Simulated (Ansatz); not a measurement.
## GaAs: geometry relaxation (part 2 of 2)

Continued. System: GaAs (4 atoms in the cell). Method: DFT, PBE, PAW with Ansatz's default frozen-core files, scalar-relativistic, no spin polarisation (Ansatz 0.2.0); cutoff 420 eV, 10×10×6 k-mesh, Fermi–Dirac smearing of 0.05 eV. The structure was built on a prototype by a generator; it need not be a known phase. It belongs to a series of runs on one base structure; here: NiAs relaxed under pressure, PAW files.

### Output, continued
```
--- Per-component energies (eV) ---
  E_band       = -524.842873
  E_kinetic    = 435.393384
  E_local      = -6881.047207  (includes V_loc(G=0)·N_el)
  E_nonlocal   = -492.624146
  E_hartree    = 3521.820893
  E_xc         = -296.101061
  E_vxc        = -273.713649  (∫ρ·V_xc dr)
  E_paw        = -7646.790669  (= ΣΔE_a)
  E_vpaw       = -356.492828  (= ΣTr[D̂ρ^β])
  E_aug_tail   = -0.000267  (compensation charges beyond the density's cutoff)
  E_ewald      = -5918.957846
  E_smearing   = -0.011737  (= −TS)
  E_closure    = 0.000000  (closes the sum)
  Σ components = -17278.318657   (vs F -17278.318657, Δ=0.00e0)
--- Forces (eV/Å), atoms counted from 1 ---
  atom   1  Ga     0.00000000    -0.00000000    -0.00000000
  atom   2  Ga     0.00000000     0.00000000     0.00000000
  atom   3  As     0.00000000     0.00000000     0.00000000
  atom   4  As    -0.00000000    -0.00000000    -0.00000000
  max |Σ_I F_I| component: 4.63e-18 eV/Å
--- Stress (GPa, compression-positive) ---
        0.051652       0.000000      -0.000000
        0.000000       0.051652       0.000000
       -0.000000       0.000000       0.067380
  P = ⅓ Tr σ = 0.0569 GPa (0.569 kbar)
--- Band table (eV; the first three rows and the last of 56) ---
  k-point 0: bands = ["-25.3446", "-25.3446", "-25.3446", "-25.3446", "-25.3446", "-25.3446", "-25.3430", "-25.3430", "-25.3404", "-25.3396", "-4.8264", "-4.8009", "-4.8009", "-4.7506", "-4.7506", "-4.7431", "-4.7431", "-4.7096", "-4.7096", "-4.6973", "-3.0459", "-0.9408", "2.4040", "9.4086", "9.8676", "9.9337", "9.9337", "10.4163", "10.4163", "12.5435", "15.0453", "15.0453", "15.1336", "15.1336"]
  k-point 1: bands = ["-25.3448", "-25.3448", "-25.3446", "-25.3446", "-25.3444", "-25.3444", "-25.3431", "-25.3431", "-25.3404", "-25.3397", "-4.8170", "-4.7969", "-4.7969", "-4.7531", "-4.7531", "-4.7415", "-4.7415", "-4.7128", "-4.7128", "-4.7054", "-2.9597", "-1.2100", "2.8415", "8.2227", "9.9764", "9.9764", "10.3986", "10.3986", "10.7676", "12.4973", "14.9110", "14.9110", "14.9419", "14.9419"]
  k-point 2: bands = ["-25.3448", "-25.3448", "-25.3447", "-25.3447", "-25.3440", "-25.3440", "-25.3433", "-25.3433", "-25.3402", "-25.3398", "-4.7921", "-4.7863", "-4.7863", "-4.7607", "-4.7607", "-4.7369", "-4.7369", "-4.7279", "-4.7207", "-4.7207", "-2.7035", "-1.7554", "3.8859", "6.7156", "10.0884", "10.0884", "10.3373", "10.3373", "11.5231", "12.3358", "14.6489", "14.6489", "14.6661", "14.6661"]
  k-point 55: bands = ["-25.3448", "-25.3448", "-25.3446", "-25.3446", "-25.3435", "-25.3435", "-25.3427", "-25.3427", "-25.3383", "-25.3383", "-4.8462", "-4.8462", "-4.7847", "-4.7847", "-4.7358", "-4.7358", "-4.7296", "-4.7296", "-4.7179", "-4.7179", "-0.1136", "-0.1136", "3.4295", "3.4295", "5.6200", "5.6200", "9.5774", "9.5774", "10.8463", "10.8463", "12.6096", "12.6096", "16.7160", "16.7160"]
--- Relaxed structure (5 steps of the walk, 5 accepted, 1 SCFs on fresh bases) ---
  F+E_penalty+E_count = -17278.31865663 eV   max|allowed force component| = 1.156e-17 eV/Å   (the final SCF, on the basis selected at the relaxed cell)
  cell:  # Å, volume = 79.0986 Å³
    - [3.78125112026363, -2.9098356384317597e-34, -6.692621968393048e-34]
    - [-1.890625560131815, 3.2746595282366706, 2.086315192336917e-34]
    - [-3.8337084536135036e-34, -5.863318811408887e-34, 6.3880361979768105]
  atoms:
    - { symbol: Ga, position: [6.032056751909642e-35, -4.59622179928817e-35, -3.269727454608858e-35] }
    - { symbol: Ga, position: [-6.715658804312195e-34, 1.1140659416057804e-35, 0.5000000000000001] }
    - { symbol: As, position: [0.33333333333333337, 0.6666666666666669, 0.25000000000000006] }
    - { symbol: As, position: [0.6666666666666667, 0.33333333333333337, 0.7500000000000001] }
```

### File rho_z.tsv
```
# z_ang	rho[e/angstrom^3]
# format = ansatz-planar-average/11
# lattice	3.781251120	-0.000000000	-0.000000000
# lattice	-1.890625560	3.274659528	0.000000000
# lattice	-0.000000000	-0.000000000	6.388036198
# sites	4
# site	31	0.000000000	-0.000000000	-0.000000000
# site	31	-0.000000000	-0.000000000	3.194018099
# site	33	-0.000000000	2.183106352	1.597009049
# site	33	1.890625560	1.091553176	4.791027148
0.000000	1.456743e0
0.141956	1.220534e0
0.283913	7.641903e-1
0.425869	4.398025e-1
0.567825	3.034318e-1
0.709782	2.670151e-1
0.851738	2.789237e-1
0.993695	3.480541e-1
1.135651	5.203528e-1
1.277607	8.292963e-1
1.419564	1.199883e0
1.561520	1.427017e0
1.703476	1.345639e0
1.845433	1.017746e0
1.987389	6.587821e-1
2.129345	4.179178e-1
2.271302	3.040084e-1
2.413258	2.675492e-1
2.555214	2.775647e-1
2.697171	3.533574e-1
2.839127	5.752607e-1
2.981084	9.923102e-1
3.123040	1.392470e0
3.264996	1.392470e0
3.406953	9.923102e-1
3.548909	5.752607e-1
3.690865	3.533574e-1
3.832822	2.775647e-1
3.974778	2.675492e-1
4.116734	3.040084e-1
4.258691	4.179178e-1
4.400647	6.587821e-1
4.542604	1.017746e0
4.684560	1.345639e0
4.826516	1.427017e0
4.968473	1.199883e0
5.110429	8.292963e-1
5.252385	5.203528e-1
5.394342	3.480541e-1
5.536298	2.789237e-1
5.678254	2.670151e-1
5.820211	3.034318e-1
5.962167	4.398025e-1
6.104123	7.641903e-1
6.246080	1.220534e0
```

### File v_z.tsv
```
# z_ang	v_es[eV]	v_tot[eV]
# format = ansatz-planar-average/11
# xc	pbe
# density_cutoff_ev	1680
# datasets	Ga=:simpson_from_first_knot:soft	As=:simpson_from_first_knot:soft
# lattice	3.781251120	-0.000000000	-0.000000000
# lattice	-1.890625560	3.274659528	0.000000000
# lattice	-0.000000000	-0.000000000	6.388036198
# sites	4
# site	31	0.000000000	-0.000000000	-0.000000000
# site	31	-0.000000000	-0.000000000	3.194018099
# site	33	-0.000000000	2.183106352	1.597009049
# site	33	1.890625560	1.091553176	4.791027148
0.000000	5.940036e0	-4.310305e0
0.141956	6.015865e0	-4.213911e0
0.283913	6.234603e0	-3.925810e0
0.425869	6.566275e0	-3.478708e0
0.567825	6.910913e0	-3.008969e0
0.709782	7.062743e0	-2.807161e0
0.851738	7.062892e0	-2.854715e0
0.993695	7.117660e0	-2.929117e0
1.135651	7.401141e0	-2.856868e0
1.277607	7.939328e0	-2.529861e0
1.419564	8.489458e0	-2.121320e0
1.561520	8.783726e0	-1.888367e0
1.703476	8.681202e0	-1.970375e0
1.845433	8.231850e0	-2.318085e0
1.987389	7.649441e0	-2.720488e0
2.129345	7.222178e0	-2.923323e0
2.271302	7.072126e0	-2.898662e0
2.413258	7.068116e0	-2.815627e0
2.555214	7.017059e0	-2.864218e0
2.697171	6.750721e0	-3.228024e0
2.839127	6.388730e0	-3.718731e0
2.981084	6.109084e0	-4.092458e0
3.123040	5.958981e0	-4.286482e0
3.264996	5.958981e0	-4.286482e0
3.406953	6.109084e0	-4.092458e0
3.548909	6.388730e0	-3.718731e0
3.690865	6.750721e0	-3.228024e0
3.832822	7.017059e0	-2.864218e0
3.974778	7.068116e0	-2.815627e0
4.116734	7.072126e0	-2.898662e0
4.258691	7.222178e0	-2.923323e0
4.400647	7.649441e0	-2.720488e0
4.542604	8.231850e0	-2.318085e0
4.684560	8.681202e0	-1.970375e0
4.826516	8.783726e0	-1.888367e0
4.968473	8.489458e0	-2.121320e0
5.110429	7.939328e0	-2.529861e0
5.252385	7.401141e0	-2.856868e0
5.394342	7.117660e0	-2.929117e0
5.536298	7.062892e0	-2.854715e0
5.678254	7.062743e0	-2.807161e0
5.820211	6.910913e0	-3.008969e0
5.962167	6.566275e0	-3.478708e0
6.104123	6.234603e0	-3.925810e0
6.246080	6.015865e0	-4.213911e0
```

### Trajectory as extended XYZ (Å, eV, eV/Å), 6 frames, from step=1 to step=6
```
4
Lattice="3.8793 0.0000 0.0000 -1.9396 3.3596 0.0000 0.0000 0.0000 6.0129" Properties=species:S:1:pos:R:3:forces:R:3 step=1 energy=-17278.25457 pressure_GPa=1.38
Ga    0.0000    0.0000    0.0000    0.0000   0.0000   0.0000
Ga    0.0000    0.0000    3.0064    0.0000   0.0000   0.0000
As    0.0000    2.2397    1.5032    0.0000   0.0000   0.0000
As    1.9396    1.1199    4.5097    0.0000   0.0000   0.0000
4
Lattice="3.8270 0.0000 0.0000 -1.9135 3.3143 0.0000 0.0000 0.0000 6.3058" Properties=species:S:1:pos:R:3:forces:R:3 step=2 energy=-17278.31335 pressure_GPa=-0.56
Ga    0.0000    0.0000    0.0000    0.0000   0.0000   0.0000
Ga    0.0000    0.0000    3.1529    0.0000   0.0000   0.0000
As    0.0000    2.2095    1.5764    0.0000   0.0000   0.0000
As    1.9135    1.1048    4.7293    0.0000   0.0000   0.0000
4
Lattice="3.7940 0.0000 0.0000 -1.8970 3.2857 0.0000 0.0000 0.0000 6.3598" Properties=species:S:1:pos:R:3:forces:R:3 step=3 energy=-17278.31784 pressure_GPa=-0.07
Ga    0.0000    0.0000    0.0000    0.0000   0.0000   0.0000
Ga    0.0000    0.0000    3.1799    0.0000   0.0000   0.0000
As    0.0000    2.1905    1.5900    0.0000   0.0000   0.0000
As    1.8970    1.0952    4.7699    0.0000   0.0000   0.0000
4
Lattice="3.7816 0.0000 0.0000 -1.8908 3.2750 0.0000 0.0000 0.0000 6.3851" Properties=species:S:1:pos:R:3:forces:R:3 step=4 energy=-17278.31827 pressure_GPa=0.07
Ga    0.0000    0.0000    0.0000    0.0000   0.0000   0.0000
Ga    0.0000    0.0000    3.1926    0.0000   0.0000   0.0000
As    0.0000    2.1833    1.5963    0.0000   0.0000   0.0000
As    1.8908    1.0917    4.7889    0.0000   0.0000   0.0000
4
Lattice="3.7813 0.0000 0.0000 -1.8906 3.2747 0.0000 0.0000 0.0000 6.3880" Properties=species:S:1:pos:R:3:forces:R:3 step=5 energy=-17278.31828 pressure_GPa=0.05
Ga    0.0000    0.0000    0.0000    0.0000   0.0000   0.0000
Ga    0.0000    0.0000    3.1940    0.0000   0.0000   0.0000
As    0.0000    2.1831    1.5970    0.0000   0.0000   0.0000
As    1.8906    1.0916    4.7910    0.0000   0.0000   0.0000
4
Lattice="3.7813 0.0000 0.0000 -1.8906 3.2747 0.0000 0.0000 0.0000 6.3880" Properties=species:S:1:pos:R:3:forces:R:3 step=6 energy=-17278.31866 pressure_GPa=0.06
Ga    0.0000    0.0000    0.0000    0.0000   0.0000   0.0000
Ga    0.0000    0.0000    3.1940    0.0000   0.0000   0.0000
As    0.0000    2.1831    1.5970    0.0000   0.0000   0.0000
As    1.8906    1.0916    4.7910    0.0000   0.0000   0.0000
```

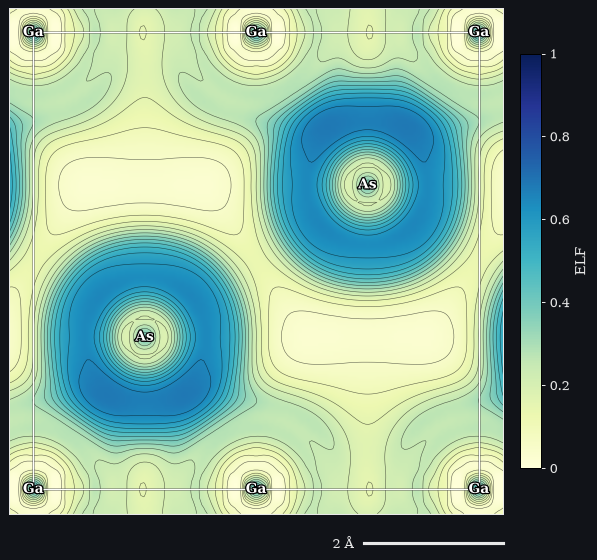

*Electron localisation function on the (110) plane of the conventional cell.*

Atoms in the plane: Ga and As. Ga–As (2.70 Å): the ELF is about 0.60 at the midpoint. The strong features right at Ga lie inside the PAW spheres (semicore, d or f shells) and say nothing about bonding. Core electrons are frozen (PAW), so the fields are smoothed inside the atomic spheres.

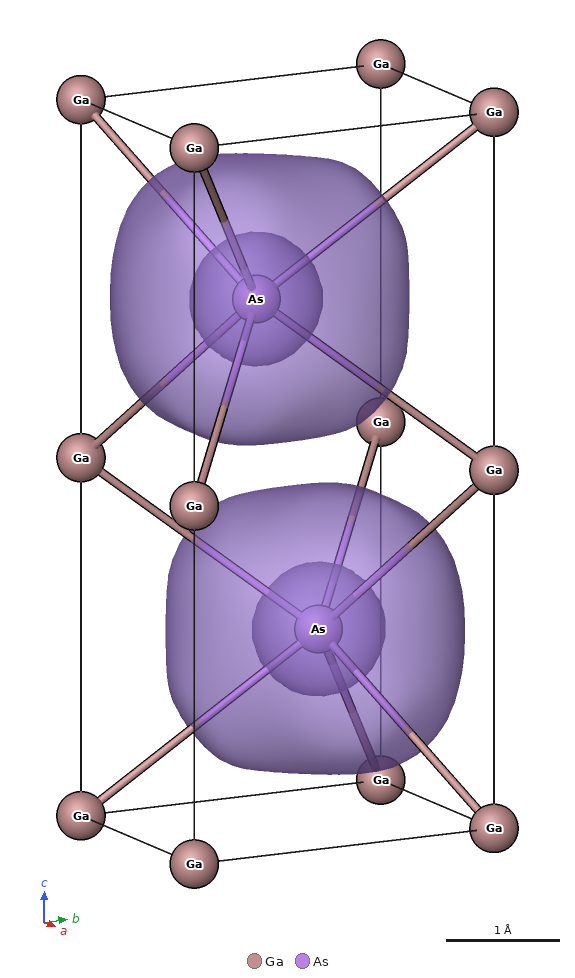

*Isosurface of the electron localisation function at 0.5 (purple), seen slightly off an axis. Only the valence region is drawn (cores and ρ < 0.01 e/Å³ removed). Sticks mark near contacts. The outline is the cell set on symmetry axes.*

Along the contacts the grid gives the following. Ga–As (2.70 Å): the ELF is about 0.60 at the midpoint.

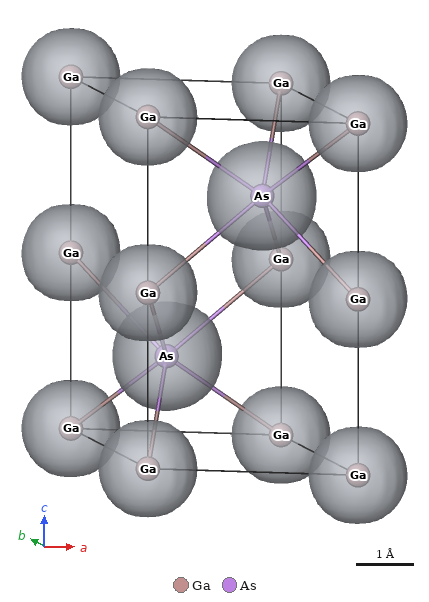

*Isosurface of the valence electron density at 0.5 e/Å³ (grey), seen slightly off an axis. Sticks mark near contacts. The outline is the cell set on symmetry axes.*

At this value the density breaks into separate islands; it holds about 80 % of the electrons treated as valence (semicore included). It is pinched off along the Ga–As (2.70 Å) contacts. On the grid the lowest density along these lines, outside the cores, is 0.3 e/Å³ (Ga–As, 2.70 Å).

This output came from the following input.

### Input
```yaml
crystal:
  lattice:
    - [3.8792884752, 0.0, 0.0]
    - [-1.9396442376, 3.3595623681, 0.0]
    - [0.0, 0.0, 6.0128971365]
  atoms:
    - { symbol: Ga, position: [0.0, 0.0, 0.0] }
    - { symbol: Ga, position: [0.0, 0.0, 0.5] }
    - { symbol: As, position: [0.3333333333, 0.6666666667, 0.25] }
    - { symbol: As, position: [0.6666666667, 0.3333333333, 0.75] }
kpoints:
  mp_grid: { grid: [10, 10, 6] }
scf:
  occupations: { method: fermi_dirac, width: 0.05 }
hamiltonian:
  xc: pbe
  pseudopotentials: { kind: paw }
output:
  forces: true
  stress: true
  eigenvalues: true
  write_density: true
  write_potential: true
  elf: true
  volumetric_format: npy
relax:
  f_tol: 0.005
  max_steps: 40
  cell: { p_target: 0.043, stress_tol: 0.03 }
```

Run as:
```bash
ansatz run input.yaml --threads 1 --pin off --max-ram 3584MiB --backend cpu --events-out ev --progress --plain --runs-dir out
```

### Summary

```json
{"quantity": "outcome", "value": "converged"}
{"quantity": "space group (tolerance 0.01 Å)", "value": "P6₃/mmc (194)"}
{"quantity": "electrons treated", "value": "56"}
{"quantity": "free energy", "value": "−17278.3187 eV"}
{"quantity": "Fermi energy", "value": "9.997 eV"}
{"quantity": "pressure", "value": "0.06 GPa"}
{"quantity": "final volume", "value": "79.10 Å³"}
{"quantity": "largest force (length of the vector) at the end", "value": "under 0.001 eV/Å"}
{"quantity": "final cell", "value": "a = 3.781 Å, b = 3.781 Å, c = 6.388 Å, α = 90.00°, β = 90.00°, γ = 120.00°"}
{"quantity": "hardware", "value": "1 thread of AMD EPYC (Zen 5), 64 GiB of memory available, shared host"}
{"quantity": "wall time", "value": "17 s"}
{"quantity": "peak memory", "value": "0.48 GiB"}
```
